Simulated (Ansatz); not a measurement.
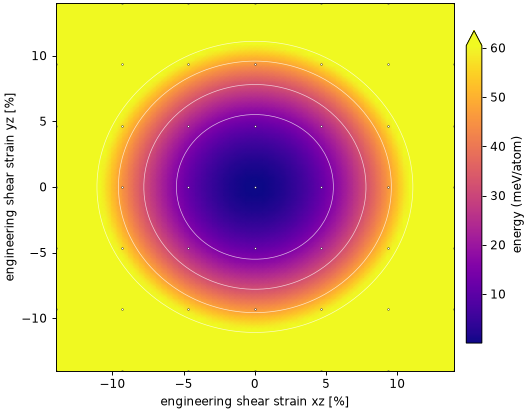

Ni (Im-3m, No. 229; 1 atom in the cell). The energy is mapped over two homogeneous strains (x, y and z along the cube axes). First axis: engineering shear strain xz. Second axis: engineering shear strain yz. Nothing is relaxed (symmetry fixes all fractional coordinates). Grid: 7 × 7 points; 10 points were computed and 39 follow by symmetry. Points are written as (first, second). Energies: meV/atom, counted from the lowest grid point. The electronic state followed may not be the lowest one. Level of theory: DFT PBE, scalar-relativistic, plane waves, PAW in Ansatz. Settings: cutoff 520 eV, k-mesh 22×22×22, gaussian smearing 0.15 eV, spin-polarised.

In the figure: a smooth colour map with a few white contour lines, dots at the grid points, one colour for all values above the top of the scale. Between grid points the surface is interpolated.

### Where is the minimum, and how stiff is the crystal against these two strains (in GPa)?

The interpolated minimum is at 0.0 % and 0.0 %. Divided by the cell volume of 11.0 Å³, the second derivatives of the energy there are about 153 GPa along the first strain and 153 GPa along the second, with a cross term of about 0 GPa (clamped ions). Round the minimum the contours are nearly round: the two directions are equally stiff and uncoupled.

PAW datasets: the set soft_1.
